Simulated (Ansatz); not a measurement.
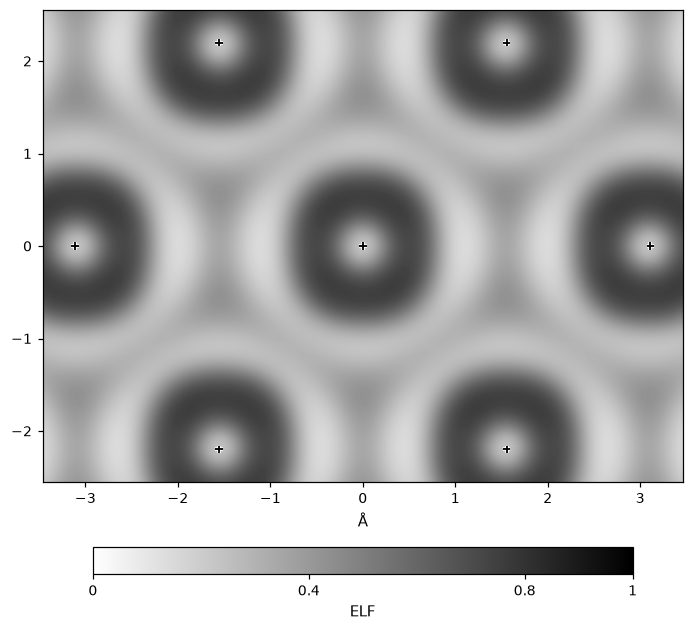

The ELF on a plane through atoms (crosses mark nuclei in the plane).

Level of theory: DFT LDA, scalar-relativistic, plane waves, PAW in Ansatz.

Candidates:
A. Mo, a = 3.11 Å, b = 3.11 Å, c = 3.11 Å, α = 90.00°, β = 90.00°, γ = 90.00°. Space group Im-3m; computed without spin polarisation.
B. Al, a = 3.98 Å, b = 3.98 Å, c = 3.98 Å, α = 90.00°, β = 90.00°, γ = 90.00°. Space group Fm-3m; a structure from a database of computed crystals, not necessarily the ambient phase; computed without spin polarisation.

Which system is this?

Candidate A: Mo on the (011̄) plane of the conventional cell, which holds Mo. Mo–Mo (2.69 Å): the ELF is about 0.30 at the midpoint: no localised pair shows between them.
